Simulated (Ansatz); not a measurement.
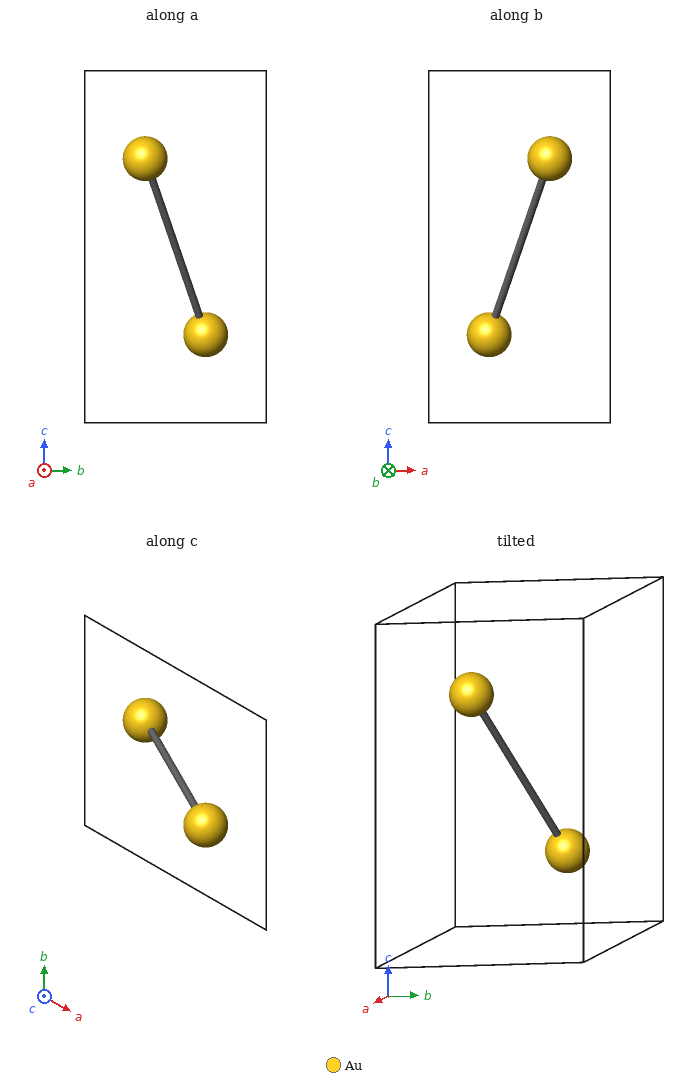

The figure gives a ball-and-stick picture of the atoms, viewed along the a axis, along the b axis, along the c axis and slightly off an axis. The conventional unit cell is outlined; an atom on or near a face, edge or corner is repeated at each equivalent position.

Lattice parameters: a = 3.002 Å, b = 3.002 Å, c = 5.038 Å, α = 90.00°, β = 90.00°, γ = 120.00°.

Question: Put the structure into a table of Wyckoff sites.

Answer: Space group P6_3/mmc (No. 194).
```
atom  site       x       y       z
  Au    2c  0.3333  0.6667  0.2500
```

The structure comes from a structure type filled with this element by a generator (whether the element takes this form wasn't checked). Earlier steps of the study may have refined or changed the cell and positions. An electronic-structure calculation with Ansatz was run on it.

At this level of theory the cell isn't at rest (stretched, at -12 GPa), so its distances can differ from those at equilibrium, the more so the softer the solid.
